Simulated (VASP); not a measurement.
## Quasiparticle energies of CdSe in VASP

Aim: the quasiparticle gap of CdSe, and what it costs to get it. The cell is of the zinc-blende type, one of the forms listed for this formula. The start joins lattice constants measured in a paper with the fractional positions of a database entry.

Program: VASP 6.6.1. Level of theory: PBE; plane waves and PAW (Cd, Se), in the first sound run; inputs show where later runs differ. Results are calculated unless marked as measured.

## 1. The structure

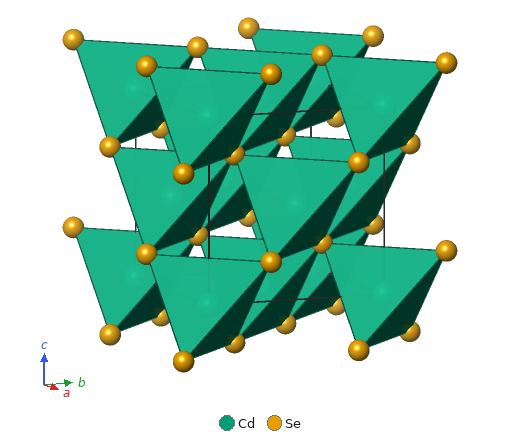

The starting structure, seen slightly off an axis (cadmium teal, selenium orange). This picture shows the conventional cell, with its axes. Some periodic images of atoms are drawn too.

## 2. Relaxation

The atoms are relaxed first inside the given cell, which is kept (ISIF = 2), since band edges depend on the positions.

The input, INCAR:

```
SYSTEM = CdSe
PREC = Accurate
ENCUT = 400
EDIFF = 1E-06
NELM = 100
ISMEAR = 0
SIGMA = 0.05
LREAL = .FALSE.
ALGO = Normal
GGA = PE
NBANDS = 15
LWAVE = .FALSE.
LCHARG = .FALSE.
KPAR = 8
IBRION = 2
NSW = 60
ISIF = 2
EDIFFG = -0.01
```

The input, POSCAR:

```
CdSe
1.0
    0.0000000000      3.0250000000      3.0250000000
    3.0250000000      0.0000000000      3.0250000000
    3.0250000000      3.0250000000      0.0000000000
Cd Se
1 1
Direct
    0.0000000000      0.0000000000      0.0000000000
    0.7500000000      0.7500000000      0.7500000000
```

The input, KPOINTS:

```
Automatic mesh
0
Gamma
6 6 6
0 0 0
```

PAW data sets: Cd and Se (PBE family, release 64).

Started as:

```
$ mpirun -np 8 vasp_std
```

The log of the run:

```text
[banner, memory and clock lines left out]
running    8 mpi-ranks, on    1 nodes
 distrk:  each k-point on    1 cores,    8 groups
 distr:  one band on    1 cores,    1 groups

 POSCAR found type information on POSCAR CdSe
 POSCAR found :  2 types and       2 ions
|                                                                             |
|           W    W    AA    RRRRR   N    N  II  N    N   GGGG   !!!           |
|           W    W   A  A   R    R  NN   N  II  NN   N  G    G  !!!           |
|           W    W  A    A  R    R  N N  N  II  N N  N  G       !!!           |
|           W WW W  AAAAAA  RRRRR   N  N N  II  N  N N  G  GGG   !            |
|           WW  WW  A    A  R   R   N   NN  II  N   NN  G    G                |
|           W    W  A    A  R    R  N    N  II  N    N   GGGG   !!!           |
|                                                                             |
|     For optimal performance we recommend to set                             |
|       NCORE = 2 up to number-of-cores-per-socket                            |
|     NCORE specifies how many cores store one orbital (NPAR=cpu/NCORE).      |
|     This setting can greatly improve the performance of VASP for DFT.       |
|     The default, NCORE=1 might be grossly inefficient on modern             |
|     multi-core architectures or massively parallel machines. Do your        |
|     Unfortunately you need to use the default for GW and RPA                |
|     calculations (for HF NCORE is supported but not extensively tested      |
|     yet).                                                                   |
|                                                                             |

 LDA part: xc-table for (Slater+PW92), standard interpolation
 POSCAR, INCAR and KPOINTS ok, starting setup
 FFT: planning ... GRIDC
 FFT: planning ... GRID_SOFT
 FFT: planning ... GRID
 WAVECAR not read
 entering main loop
       N       E                     dE             d eps       ncg     rms          rms(c)
DAV:   1     0.921162579320E+02    0.92116E+02   -0.78215E+03   496   0.881E+02
DAV:   2    -0.258328665564E+01   -0.94700E+02   -0.90880E+02   592   0.240E+02
DAV:   3    -0.580267834852E+01   -0.32194E+01   -0.32156E+01   557   0.472E+01
DAV:   4    -0.581537930158E+01   -0.12701E-01   -0.12701E-01   606   0.286E+00
DAV:   5    -0.581546320898E+01   -0.83907E-04   -0.83907E-04   592   0.202E-01    0.650E+00
DAV:   6    -0.546063134777E+01    0.35483E+00   -0.55292E-01   655   0.947E+00    0.509E+00
DAV:   7    -0.543756663379E+01    0.23065E-01   -0.15831E-01   515   0.277E+00    0.215E+00
DAV:   8    -0.543839778352E+01   -0.83115E-03   -0.14895E-02   522   0.160E+00    0.258E-01
DAV:   9    -0.543853877862E+01   -0.14100E-03   -0.16369E-03   564   0.564E-01    0.483E-02
DAV:  10    -0.543860799918E+01   -0.69221E-04   -0.18747E-04   543   0.183E-01    0.433E-02
DAV:  11    -0.543865267862E+01   -0.44679E-04   -0.76824E-05   501   0.580E-02    0.142E-02
DAV:  12    -0.543865251794E+01    0.16068E-06   -0.35377E-06   641   0.263E-02
   1 F= -.54386525E+01 E0= -.54386525E+01  d E =-.543865E+01
 curvature:   0.00 expect dE= 0.000E+00 dE for cont linesearch  0.000E+00
 trial: gam= 0.00000 g(F)=  0.594E-45 g(S)=  0.000E+00 ort = 0.000E+00 (trialstep = 0.100E+01)
 search vector abs. value=  0.100E-09
 reached required accuracy - stopping structural energy minimisation
```

The job ended after 3 s (8 MPI ranks of Intel Xeon 6975P-C (Granite Rapids), shared host; peak memory 1.2 GiB).

The logs omit lines about the potential files and the build; timing stands in the text.

From OUTCAR (step 2):

```text
ion  position               nearest neighbor table
   1  0.000  0.000  0.000-   2 2.62   2 2.62   2 2.62   2 2.62
   2  0.750  0.750  0.750-   1 2.62   1 2.62   1 2.62   1 2.62

  LATTYP: Found a face centered cubic cell.
 ALAT       =     6.0500000000

 Subroutine GETGRP returns: Found 24 space group operations
 (whereof 24 operations were pure point group operations)

The static configuration has the point symmetry T_d .

 Found     16 irreducible k-points:

   k-points           NKPTS =     16   k-points in BZ     NKDIM =     16   number of bands    NBANDS=     15

   dimension x,y,z NGX =    28 NGY =   28 NGZ =   28
   dimension x,y,z NGXF=    56 NGYF=   56 NGZF=   56

   ENCUT  =  400.0 eV  29.40 Ry    5.42 a.u.   6.98  6.98  6.98*2*pi/ulx,y,z

   NELECT =      18.0000    total number of electrons

 k-points in reciprocal lattice and weights: Automatic mesh
   0.00000000  0.00000000  0.00000000       0.005
   0.16666667  0.00000000  0.00000000       0.037
   0.33333333  0.00000000  0.00000000       0.037
   0.50000000  0.00000000  0.00000000       0.019
   0.16666667  0.16666667  0.00000000       0.028
   0.33333333  0.16666667  0.00000000       0.111
   0.50000000  0.16666667  0.00000000       0.111
  -0.33333333  0.16666667  0.00000000       0.111
  -0.16666667  0.16666667  0.00000000       0.056
[...]
-0.33333333  0.33333333  0.16666667       0.111
  -0.33333333  0.50000000  0.16666667       0.056

 average (electrostatic) potential at core
       1 -39.8840       2 -56.3508

 E-fermi :   1.2859

 k-point     1 :       0.0000    0.0000    0.0000
  band No.  band energies     occupation
    ...
      5      -6.5256      2.00000
      6      -6.5256      2.00000
      7       1.0756      2.00000
      8       1.0756      2.00000
      9       1.0756      2.00000
     10       1.7138      0.00000
     11       7.0064      0.00000
     12       7.0064      0.00000
     13       7.0064      0.00000
     14      10.9234      0.00000
    ...

 k-point     2 :       0.1667    0.0000    0.0000
  band No.  band energies     occupation
    ...
      5      -6.5269      2.00000
      6      -6.5269      2.00000
      7      -0.6513      2.00000
      8       0.8585      2.00000
      9       0.8585      2.00000
     10       3.0237      0.00000
     11       6.7897      0.00000
     12       7.3373      0.00000
     13       7.3373      0.00000
     14      11.2237      0.00000
    ...

 k-point     3 :       0.3333    0.0000    0.0000
  band No.  band energies     occupation
    ...
      5      -6.5157      2.00000
      6      -6.5156      2.00000
      7      -2.5113      2.00000
      8       0.4759      2.00000
      9       0.4759      2.00000
     10       3.5069      0.00000
     11       7.5837      0.00000
     12       7.5837      0.00000
     13       7.6921      0.00000
     14      10.9569      0.00000
    ...

  Total        1.3036771      1.3036771      1.3036771      0.0000000     -0.0000000      0.0000000
  in kB       37.7289289     37.7289289     37.7289289      0.0000000     -0.0000000      0.0000000
  external PRESSURE =      37.7289289 kB  Pullay stress =       0.0000000 kB

  energy-cutoff  :      400.00
  volume of cell :       55.36
      direct lattice vectors                 reciprocal lattice vectors
     0.000000000  3.025000000  3.025000000    -0.165289256  0.165289256  0.165289256
     3.025000000  0.000000000  3.025000000     0.165289256 -0.165289256  0.165289256
     3.025000000  3.025000000  0.000000000     0.165289256  0.165289256 -0.165289256

 POSITION                                       TOTAL-FORCE (eV/Angst)
 -----------------------------------------------------------------------------------
      0.00000      0.00000      0.00000        -0.000000     -0.000000     -0.000000
      4.53750      4.53750      4.53750         0.000000      0.000000      0.000000
 -----------------------------------------------------------------------------------
    total drift:                                0.000001      0.000001      0.000001

  FREE ENERGIE OF THE ION-ELECTRON SYSTEM (eV)
  ---------------------------------------------------
  free  energy   TOTEN  =        -5.4386525179 eV

  energy  without entropy=       -5.4386525179  energy(sigma->0) =       -5.43865252

 reached required accuracy - stopping structural energy minimisation

[... 3 further parts left out ...]
```

The run keeps the 24 symmetry operations of its start, so it cannot find a distortion of lower symmetry.

The forces vanish from the start, and no atom moves.

Numbers from this step:

```yaml
free_energy_toten: -5.439 eV
fermi_energy: 1.286 eV
pressure: 3.773 GPa
```

The forces stay under 1e-4 eV/Å.

## 3. Ground state

This step: PBE; plane waves and PAW (Cd_GW, Se_GW) (VASP 6.6.1).

The orbitals come from a self-consistent PBE run with a tight EDIFF and a narrow smearing. KPOINTS_OPT adds the bands along a path, which shows whether the mesh holds the band edges.

The input, INCAR:

```
SYSTEM = CdSe
PREC = Accurate
ENCUT = 330
EDIFF = 1E-08
NELM = 100
ISMEAR = 0
SIGMA = 0.01
LREAL = .FALSE.
ALGO = Normal
GGA = PE
NBANDS = 15
LORBIT = 11
LWAVE = .TRUE.
LCHARG = .FALSE.
KPAR = 8
```

POSCAR is that of step 2.

KPOINTS is that of step 2.

The input, KPOINTS_OPT:

```
Line mode
12
Line-mode
Reciprocal
  0.00000000   0.00000000   0.00000000 GAMMA
  0.50000000   0.00000000   0.50000000 X

  0.50000000   0.00000000   0.50000000 X
  0.50000000   0.25000000   0.75000000 W

  0.50000000   0.25000000   0.75000000 W
  0.37500000   0.37500000   0.75000000 K

  0.37500000   0.37500000   0.75000000 K
  0.00000000   0.00000000   0.00000000 GAMMA

  0.00000000   0.00000000   0.00000000 GAMMA
  0.50000000   0.50000000   0.50000000 L

  0.50000000   0.50000000   0.50000000 L
  0.62500000   0.25000000   0.62500000 U

  0.62500000   0.25000000   0.62500000 U
  0.50000000   0.25000000   0.75000000 W

  0.50000000   0.25000000   0.75000000 W
  0.50000000   0.50000000   0.50000000 L

  0.50000000   0.50000000   0.50000000 L
  0.37500000   0.37500000   0.75000000 K

  0.62500000   0.25000000   0.62500000 U
  0.50000000   0.00000000   0.50000000 X
```

PAW data sets: Cd_GW and Se_GW (PBE family, release 64).

Started as:

```
$ mpirun -np 8 vasp_std
```

The log of the run:

```text
[banner, memory and clock lines left out]
running    8 mpi-ranks, on    1 nodes
 distrk:  each k-point on    1 cores,    8 groups
 distr:  one band on    1 cores,    1 groups

 POSCAR found type information on POSCAR CdSe
 POSCAR found :  2 types and       2 ions
 [... a notice as in an earlier step ...]

 LDA part: xc-table for (Slater+PW92), standard interpolation
 POSCAR, INCAR and KPOINTS ok, starting setup
 FFT: planning ... GRIDC
 FFT: planning ... GRID_SOFT
 FFT: planning ... GRID
 WAVECAR not read
 entering main loop
       N       E                     dE             d eps       ncg     rms          rms(c)
DAV:   1     0.671595784386E+02    0.67160E+02   -0.70646E+03   576   0.765E+02
DAV:   2    -0.227510117131E+01   -0.69435E+02   -0.66514E+02   683   0.227E+02
DAV:   3    -0.580793535553E+01   -0.35328E+01   -0.35211E+01   691   0.500E+01
DAV:   4    -0.586167257928E+01   -0.53737E-01   -0.53731E-01   678   0.548E+00
DAV:   5    -0.586315674945E+01   -0.14842E-02   -0.14842E-02   711   0.935E-01    0.624E+00
DAV:   6    -0.550179381838E+01    0.36136E+00   -0.50221E-01   599   0.909E+00    0.486E+00
DAV:   7    -0.547714266139E+01    0.24651E-01   -0.22987E-01   617   0.315E+00    0.180E+00
DAV:   8    -0.547674422519E+01    0.39844E-03   -0.23950E-02   681   0.183E+00    0.299E-01
DAV:   9    -0.547664415213E+01    0.10007E-03   -0.35456E-03   571   0.823E-01    0.701E-02
DAV:  10    -0.547657652868E+01    0.67623E-04   -0.34450E-04   675   0.252E-01    0.439E-02
DAV:  11    -0.547662106484E+01   -0.44536E-04   -0.15037E-04   603   0.110E-01    0.159E-02
DAV:  12    -0.547661932842E+01    0.17364E-05   -0.15778E-05   669   0.437E-02    0.398E-03
DAV:  13    -0.547662001125E+01   -0.68282E-06   -0.38728E-06   599   0.140E-02    0.611E-03
DAV:  14    -0.547661983452E+01    0.17673E-06   -0.64542E-07   628   0.588E-03    0.483E-04
DAV:  15    -0.547661989370E+01   -0.59187E-07   -0.69454E-08   668   0.190E-03    0.286E-04
DAV:  16    -0.547661992077E+01   -0.27064E-07   -0.62133E-09   520   0.103E-03    0.137E-04
DAV:  17    -0.547661992140E+01   -0.63551E-09   -0.99387E-10   366   0.395E-04
   1 F= -.54766199E+01 E0= -.54766199E+01  d E =-.808785E-46
 Start KPOINTS_OPT (optional k-point list driver)
k-point batch [1-16\120]
       N       E                     dE             ncg
DAV:   1     0.784686440204E+02   -0.49773E+04      552
DAV:   2    -0.108421712786E+04   -0.11627E+04      683
DAV:   3    -0.114242397225E+04   -0.58207E+02      705
DAV:   4    -0.114329058101E+04   -0.86661E+00      642
DAV:   5    -0.114331645942E+04   -0.25878E-01      719
DAV:   6    -0.114331670015E+04   -0.24073E-03      614
DAV:   7    -0.114331670763E+04   -0.74807E-05      747
DAV:   8    -0.114331670768E+04   -0.47844E-07      634
DAV:   9    -0.114331670768E+04   -0.18390E-08      513
[...]
k-point batch [113-120\120]
       N       E                     dE             ncg
DAV:   1     0.363819740733E+04   -0.39020E+04      304
DAV:   2     0.313081580046E+04   -0.50738E+03      338
DAV:   3     0.310615545660E+04   -0.24660E+02      353
DAV:   4     0.310584737323E+04   -0.30808E+00      339
DAV:   5     0.310583494976E+04   -0.12423E-01      352
DAV:   6     0.310583479854E+04   -0.15123E-03      346
DAV:   7     0.310583479519E+04   -0.33505E-05      351
DAV:   8     0.310583479513E+04   -0.51599E-07      339
DAV:   9     0.310583479513E+04   -0.46748E-09      232
 writing wavefunctions
```

The job ended after 7 s (8 MPI ranks; peak memory 1.4 GiB).

OUTCAR, selected parts (step 3):

```text
The static configuration has the point symmetry T_d .

 Found     16 irreducible k-points:

   ENCUT  =  330.0 eV  24.25 Ry    4.92 a.u.   6.34  6.34  6.34*2*pi/ulx,y,z

   NELECT =      18.0000    total number of electrons

 E-fermi :   2.3626

 k-point     1 :       0.0000    0.0000    0.0000
  band No.  band energies     occupation
    ...
      5      -5.3259      2.00000
      6      -5.3259      2.00000
      7       2.2643      2.00000
      8       2.2643      2.00000
      9       2.2643      2.00000
     10       2.8901      0.00000
     11       8.1953      0.00000
     12       8.1953      0.00000
     13       8.1953      0.00000
     14      12.1038      0.00000
    ...

 k-point     2 :       0.1667    0.0000    0.0000
  band No.  band energies     occupation
    ...
      5      -5.3272      2.00000
      6      -5.3272      2.00000
      7       0.5396      2.00000
      8       2.0476      2.00000
      9       2.0476      2.00000
     10       4.1997      0.00000
     11       7.9680      0.00000
     12       8.5249      0.00000
     13       8.5249      0.00000
     14      12.4066      0.00000
    ...

  Total        1.1966844      1.1966844      1.1966844      0.0000000      0.0000000      0.0000000
  in kB       34.6325176     34.6325176     34.6325176      0.0000000      0.0000000      0.0000000
  external PRESSURE =      34.6325176 kB  Pullay stress =       0.0000000 kB

  energy-cutoff  :      330.00
  volume of cell :       55.36
      direct lattice vectors                 reciprocal lattice vectors
     0.000000000  3.025000000  3.025000000    -0.165289256  0.165289256  0.165289256
     3.025000000  0.000000000  3.025000000     0.165289256 -0.165289256  0.165289256
     3.025000000  3.025000000  0.000000000     0.165289256  0.165289256 -0.165289256

 POSITION                                       TOTAL-FORCE (eV/Angst)
 -----------------------------------------------------------------------------------
      0.00000      0.00000      0.00000         0.000000      0.000000      0.000000
      4.53750      4.53750      4.53750        -0.000000     -0.000000     -0.000000
 -----------------------------------------------------------------------------------
    total drift:                               -0.000001     -0.000001     -0.000001

  FREE ENERGIE OF THE ION-ELECTRON SYSTEM (eV)
  ---------------------------------------------------
  free  energy   TOTEN  =        -5.4766199214 eV

  energy  without entropy=       -5.4766199214  energy(sigma->0) =       -5.47661992

 total charge
# of ion       s       p       d       f       tot
--------------------------------------------------
    1        0.520   0.420   9.698   0.019  10.659
    2        1.430   2.365   0.023   0.000   3.819
--------------------------------------------------
tot          1.951   2.785   9.722   0.019  14.477

[... 6 parts as in an earlier step ...]

[... 5 further parts left out ...]
```

Numbers from this step:

* free energy (TOTEN): -5.477 eV
* Fermi energy: 2.363 eV
* pressure: 3.463 GPa
* least gap on mesh and path: 0.6258 eV
* least direct gap on mesh and path: 0.6258 eV

The highest empty bands on the path are converged less tightly, to about 0.1 eV. The electronic bands at the labelled points (eV, zero at the valence-band top; v1 is the highest filled band, c1 the lowest empty one):

```csv
point,v4,v3,v2,v1,c1,c2,c3,c4
Γ,-7.59,0.00,0.00,0.00,0.63,5.93,5.93,5.93
X,-7.22,-4.15,-1.91,-1.91,3.11,3.77,9.16,10.30
W,-7.08,-4.06,-2.29,-2.28,5.09,5.21,6.49,7.60
K,-7.12,-4.10,-2.59,-1.56,3.71,5.18,8.29,8.62
Γ,-7.59,0.00,0.00,0.00,0.63,5.93,5.93,5.93
L,-7.28,-4.48,-0.77,-0.77,2.40,6.45,6.45,7.44
U,-7.12,-4.10,-2.59,-1.56,3.71,5.18,8.29,8.62
W,-7.08,-4.06,-2.29,-2.28,5.09,5.21,6.49,7.60
L,-7.28,-4.48,-0.77,-0.77,2.40,6.45,6.45,7.44
K,-7.12,-4.10,-2.59,-1.56,3.71,5.18,8.29,8.62
jump to U,-7.12,-4.10,-2.59,-1.56,3.71,5.18,8.29,8.62
X,-7.22,-4.15,-1.91,-1.91,3.11,3.77,9.16,10.30
```

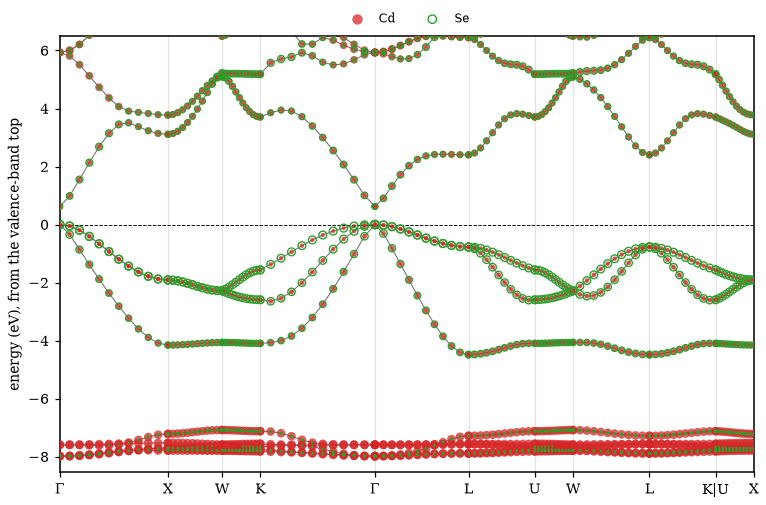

Electronic bands along the path; dots are coloured as in the legend, and their area grows with the weight.

The cell has a gap of 0.626 eV on mesh and path and a pressure of +3.5 GPa, which holds the misfit of the given cell and coordinates with this functional, and any error of cutoff, mesh and data sets. Spin-orbit coupling is left out, which can shift or reorder these edges.

[end of part 1 of 4]

[Lines on the potential files, build, host, timing and source positions are cut from VASP's logs without a mark.]

[Logs are printed without paths, hosts, clocks, repeated set-up lines and the standing remarks that a program may print on its own settings, such as how far it seeks lower states.]

[Hosts, paths, dates, database ids (printed as entryN), source tags and the programs' standing remarks are cut or masked in the printed files.]

[Pressures printed for these runs are not shown converged in the cutoff: they can be off by several GPa and have the wrong sign.]
